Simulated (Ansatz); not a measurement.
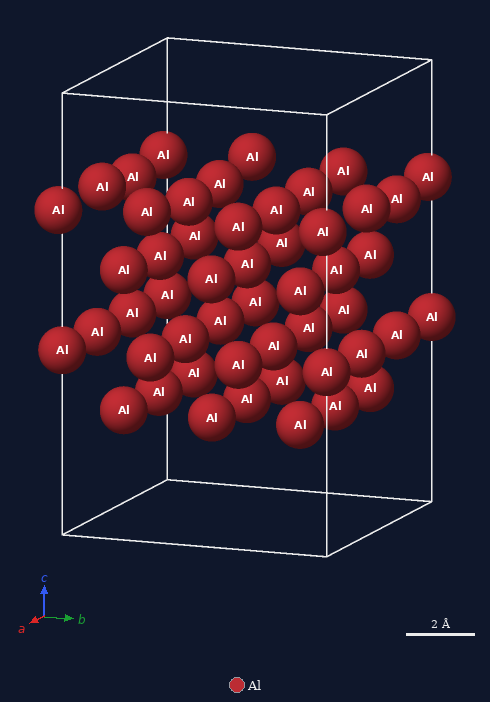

Figure 1. The structure (spheres-only view of the cell of the calculation, with the vacuum cut short, seen slightly off an axis). An atom can appear more than once, as a periodic image.

# Single-point calculation of Al (part 1 of 2)

The run: single-point calculation of Al (slab, 36 atoms in the cell). Method and program: DFT PBE+D3(BJ), scalar-relativistic, plane waves, PAW, no spin polarisation (Ansatz 0.2.0).

The structure derives from an entry of the Crystallography Open Database. It belongs to a series of runs on one base structure; here: the slab at its places in the relaxed adsorbed structure. Figures and captions count atoms from 1; the log counts them from 0 in places.

What the program printed
```
Engine: ansatz 0.2.0, x86_64-unknown-linux-gnu
Pseudopotentials: kind: paw
Pseudopotential: Al, paw, valence charge 3, recommended cutoff 420 eV (normal), Al.paw.azcp
Functional definition: PBE
  parameter kappa = 0.804
  parameter beta = 0.06672455060314922
  exchange = pbe_x(kappa = kappa, mu = beta*pi^2/3)
  correlation = pbe_c(beta = beta)
Crystal: 36 atoms, lattice volume = 1900.827 Å³
Basis set: ecut = 420 eV, 37133 PW (Γ), exchange–correlation on 120×120×360 points (8 copies of the dense FFT grid, shifted against one another)
Bands: 90, of which v1, the nominal top of the filled ones, is band 54 counted from 1 (53 counted from 0)
Symmetry: 1 space group operations
Space group: P1 (ITA 1), of the structure as read, at distance tolerance 1.2e-4 Å
k-points: 5 of 9 (time reversal used)
Non-local potential: Al, projectors of the file, l = 0: 2, l = 1: 2, l = 2: 1
PAW form: soft (Blöchl's): semilocal exchange-correlation on the pseudo side does not see the compensation charge
PAW one-centre angular grid: Al, 110 points (default); XC on 64 Gauss nodes
Initial density: superposition of atomic densities (neutral atoms: chi_scale 0, normalization atom), corrected by the library's trained network
Initial wavefunctions: pseudopotential atomic-orbital guess
Functional: x = pbe(κ = 0.804, μ = 0.2195149727645171), c = pbe(β = 0.06672455060314922)
SCF iter   1: F=—  HF=-19350.386308 eV  |F-HF|=—  |Δ(HF+E_count)|=         —  Δρ=1.32e-3  dr2=4.19e-1  ethr=1.77e-3  p=0.005 e·Å  D=4.57e-4 V/Å  ΔV_dip=-0.01 eV  dr2_dipole=7.26e-3  V_vac-E_F(+/−)=4.11/4.12 eV  ⟨swp⟩=8.2  Hψ=2660  notcnv=0  defer=14
efield: sawtooth ramp at fractional position 0.9009 (placed from the atoms, in the widest stretch of the axis that holds none; the zero of the levels goes with the place), width 0.0400; the density the first Hamiltonian is built on has a dipole p = 0.005 e·Å; the dipole correction subtracts the counter field D = 4.57e-4 V/Å, which shifts the + side's vacuum level by -0.01 eV against the − side's; the planar-averaged density in the ramp window peaks in size at 5.1e-7 e/Å³
preconditioner: auto → LDOS  [insulator: Δε(μ)=0.115 eV  Ē_g=6.155 eV  σ=0.100 eV  W_gap=0.56  n_scr=162 (ndim 8)  ℏωp=8.9 eV  f_vac=0.574  D(μ)=11.42/eV (n_scr^D=36)  ε∞_Penn≈3.1  β→1.0]
SCF iter   2: F=—  HF=-19350.368763 eV  |F-HF|=—  |Δ(HF+E_count)|=   1.75e-2  Δρ=6.97e-4  dr2=9.51e-2  ethr=3.88e-4  p=0.019 e·Å  D=1.85e-3 V/Å  ΔV_dip=-0.05 eV  dr2_dipole=5.32e-4  V_vac-E_F(+/−)=4.44/4.49 eV  ⟨swp⟩=2.0  Hψ=603  notcnv=0  defer=51
SCF iter   3: F=—  HF=-19350.360514 eV  |F-HF|=—  |Δ(HF+E_count)|=   8.25e-3  Δρ=1.49e-4  dr2=1.04e-3  ethr=8.80e-5  p=0.015 e·Å  D=1.40e-3 V/Å  ΔV_dip=-0.04 eV  dr2_dipole=3.74e-5  V_vac-E_F(+/−)=4.37/4.41 eV  ⟨swp⟩=2.0  Hψ=466  notcnv=0  defer=51
SCF iter   4: F=—  HF=-19350.360909 eV  |F-HF|=—  |Δ(HF+E_count)|=   3.95e-4  Δρ=3.69e-5  dr2=5.39e-5  ethr=9.65e-7  p=0.015 e·Å  D=1.43e-3 V/Å  ΔV_dip=-0.04 eV  dr2_dipole=1.16e-6  V_vac-E_F(+/−)=4.38/4.42 eV  ⟨swp⟩=3.2  Hψ=750  notcnv=0  defer=51
SCF iter   5: F=—  HF=-19350.362094 eV  |F-HF|=—  |Δ(HF+E_count)|=   1.19e-3  Δρ=9.07e-6  dr2=3.58e-6  ethr=4.99e-8  p=0.015 e·Å  D=1.43e-3 V/Å  ΔV_dip=-0.04 eV  dr2_dipole=4.05e-8  V_vac-E_F(+/−)=4.38/4.42 eV  ⟨swp⟩=2.8  Hψ=798  notcnv=0  defer=31
SCF iter   6: F=—  HF=-19350.362097 eV  |F-HF|=—  |Δ(HF+E_count)|=   3.26e-6  Δρ=2.30e-6  dr2=3.11e-7  ethr=3.32e-9  p=0.015 e·Å  D=1.42e-3 V/Å  ΔV_dip=-0.04 eV  dr2_dipole=1.04e-9  V_vac-E_F(+/−)=4.38/4.42 eV  ⟨swp⟩=2.2  Hψ=548  notcnv=0  defer=31
SCF iter   7: F=-19350.362098 eV  HF=-19350.362098 eV  |F-HF|=9.11e-8  |Δ(HF+E_count)|=   3.36e-7  Δρ=5.40e-7  dr2=8.66e-9  ethr=9.26e-11  p=0.015 e·Å  D=1.42e-3 V/Å  ΔV_dip=-0.04 eV  dr2_dipole=3.14e-10  V_vac-E_F(+/−)=4.38/4.42 eV  ⟨swp⟩=25.4  Hψ=3510  notcnv=0
SCF 1 converged in 7 iterations: F = -19350.362098 eV  dr2 = 8.66e-9
  greatest PAW one-centre occupation: 0.483 electrons in one spin orbital (limit 2), on the Al atom at site 32 (counted from 0), in its partial waves of l = 0
```

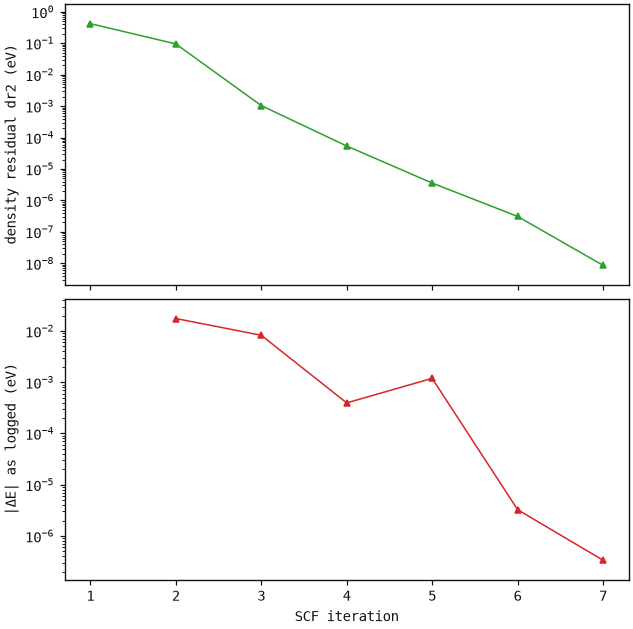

Figure 2. Convergence of the self-consistent field: density residual dr2 and size of the energy change against the SCF iteration. The residual falls at every step.

```
SCF converged after 7 iterations
Free energy (F): -19350.362098 eV
Harris-Foulkes:  -19350.362098 eV  (|F-HF|=9.11e-8)
Internal energy: -19350.283494 eV  (E = F + TS)
E sigma→0 (E₀):  -19350.322796 eV
Entropy (-TS):   -0.078604 eV (-2.183 meV/atom)
Fermi energy:    -0.482613 eV
Dipole field:    D = 0.001410 V/Å  (p = 0.014810 e·Å, saw-weighted, corrected)
Work function:   Φ+ = 4.3783 eV   Φ− = 4.4159 eV
Levels:          The Fermi level and band energies are counted from a zero that moves with the ramp; work functions are not
--- Per-component energies (eV) ---
  E_band       = -499.879217
  E_kinetic    = 779.327143
  E_local      = -30616.736146  (includes V_loc(G=0)·N_el)
  E_nonlocal   = 378.352975
  E_hartree    = 15050.417091
  E_xc         = -1406.621898
  E_vxc        = -1010.289528  (∫ρ·V_xc dr)
  E_paw        = -16823.406818  (= ΣΔE_a)
  E_vpaw       = -131.383943  (= ΣTr[D̂ρ^β])
  E_aug_tail   = -0.000074  (compensation charges beyond the density's cutoff)
  E_efield     = 0.000010  (sawtooth field / dipole correction)
  E_vefield    = 0.017742  (∫n·V_field dr)
  E_ewald      = 13297.129144
  E_disp       = -8.744920  (pairwise vdW)
  E_smearing   = -0.078604  (= −TS)
  E_closure    = -0.000000  (closes the sum)
  Σ components = -19350.362098   (vs F -19350.362098, Δ=0.00e0)
--- Forces (eV/Å), atoms counted from 1 ---
  atom   1  Al    -0.01424234     0.01703618    -0.44568093
  atom   2  Al    -0.02134193    -0.02375728    -0.43092839
  atom   3  Al    -0.01895116    -0.00204094    -0.47195089
  atom   4  Al     0.00097332     0.01574162    -0.46343323
  atom   5  Al     0.00451521    -0.02247325    -0.47801719
  atom   6  Al     0.00420941    -0.00219740    -0.44399756
  atom   7  Al     0.00553341     0.02093744    -0.40897481
  atom   8  Al     0.00267422    -0.02546328    -0.42973370
  atom   9  Al     0.00339608    -0.00209110    -0.45698889
  atom  10  Al    -0.03686300    -0.00694507     0.33764108
  atom  11  Al     0.02383887    -0.02562326     0.27246697
  atom  12  Al     0.03529474     0.06221739     0.24530722
  atom  13  Al     0.08404546    -0.01365026     0.32640296
  atom  14  Al     0.01535942    -0.03262372     0.23442111
  atom  15  Al     0.01223157     0.06223970     0.29789150
  atom  16  Al    -0.02091888    -0.00659936     0.44628611
  atom  17  Al    -0.00265611    -0.06725345     0.25097317
  atom  18  Al    -0.00923449     0.10098973     0.23967317
  atom  19  Al    -0.03178060     0.06859045     0.00197146
  atom  20  Al    -0.00000238     0.01095257    -0.05525267
  atom  21  Al     0.01918460    -0.11332017    -0.00239129
  atom  22  Al     0.05718915    -0.07502823    -0.13014493
  atom  23  Al     0.11237681     0.04102645     0.17357894
  atom  24  Al     0.02679762     0.04630774    -0.10834508
  atom  25  Al    -0.06557617    -0.07158114    -0.05379016
  atom  26  Al    -0.10493399    -0.04080346     0.15932528
  atom  27  Al    -0.03507624     0.08230324    -0.06265457
  atom  28  Al    -0.11172831    -0.10043899     0.27751505
  atom  29  Al     0.03633238     0.00774603    -0.14573080
  atom  30  Al     0.05234036    -0.06613725     0.33279847
  atom  31  Al    -0.02055581    -0.49131897     0.10464479
  atom  32  Al     0.05058686     0.54934590     0.13389921
  atom  33  Al     0.03789374     0.08790475    -0.15024932
  atom  34  Al     0.02378216    -0.14021519     0.23885113
  atom  35  Al     0.06442118     0.15091836     0.37680333
  atom  36  Al    -0.17911319     0.00530513     0.28782531
  max |Σ_I F_I| component: 1.19e-5 eV/Å
--- Band table (eV; the first three rows and the last of 5) ---
  k-point 0: bands = ["-11.2315", "-9.9926", "-9.2387", "-9.1906", "-9.1470", "-9.1377", "-8.0108", "-7.9788", "-7.9373", "-7.8975", "-7.7709", "-7.1853", "-7.1697", "-7.1377", "-7.1317", "-5.9932", "-5.9654", "-5.9480", "-5.9067", "-5.8298", "-5.7529", "-5.7233", "-5.7087", "-5.0476", "-3.8423", "-3.7844", "-3.7450", "-3.7232", "-3.2676", "-3.2473", "-3.2227", "-3.2094", "-3.0530", "-3.0254", "-3.0030", "-2.9572", "-2.6927", "-2.0809", "-2.0330", "-2.0199", "-1.9940", "-1.9436", "-1.9107", "-1.8710", "-1.8543", "-1.1871", "-1.1779", "-1.1128", "-1.0882", "-0.8559", "-0.8227", "-0.8053", "-0.7939", "-0.7616", "-0.7592", "-0.7398", "-0.6903", "-0.3535", "-0.3380", "-0.3287", "-0.2980", "0.0964", "0.1284", "0.1484", "0.1524", "0.6116", "0.7411", "0.7557", "0.7857", "0.8383", "1.1210", "1.1558", "1.2043", "1.2300", "1.2933", "1.3575", "1.3777", "1.4236", "2.5053", "2.6076", "2.6393", "2.7034", "2.8139", "2.8318", "2.8391", "2.8478", "2.8857", "2.9012", "2.9172", "2.9443"]
  k-point 1: bands = ["-11.0035", "-10.3134", "-9.7651", "-9.0877", "-8.9566", "-8.9480", "-8.2770", "-8.2694", "-7.7493", "-7.7170", "-7.6090", "-7.5390", "-7.0768", "-7.0402", "-6.8700", "-6.3917", "-5.6351", "-5.6143", "-5.5956", "-5.5513", "-5.5064", "-4.8940", "-4.8594", "-4.8147", "-4.4419", "-4.4289", "-4.3801", "-4.2122", "-4.1420", "-3.6862", "-3.6794", "-3.0333", "-3.0257", "-2.8216", "-2.7739", "-2.5504", "-2.5169", "-2.4869", "-2.4218", "-2.4138", "-2.2779", "-2.2648", "-2.2283", "-2.1544", "-2.1224", "-1.8512", "-1.8268", "-1.7907", "-1.4651", "-1.2498", "-1.2025", "-0.5945", "-0.5548", "-0.4499", "-0.3944", "-0.3840", "0.0360", "0.0784", "0.1911", "0.2801", "0.2968", "0.3469", "0.3653", "0.6103", "0.6520", "0.7382", "0.8399", "0.9181", "0.9246", "1.0558", "1.5131", "1.6425", "1.6983", "1.7769", "1.7840", "2.0230", "2.0437", "2.4137", "2.4351", "2.6221", "2.6773", "2.7677", "2.7997", "2.8513", "2.8731", "2.9180", "2.9325", "2.9821", "3.0364", "3.0617"]
```
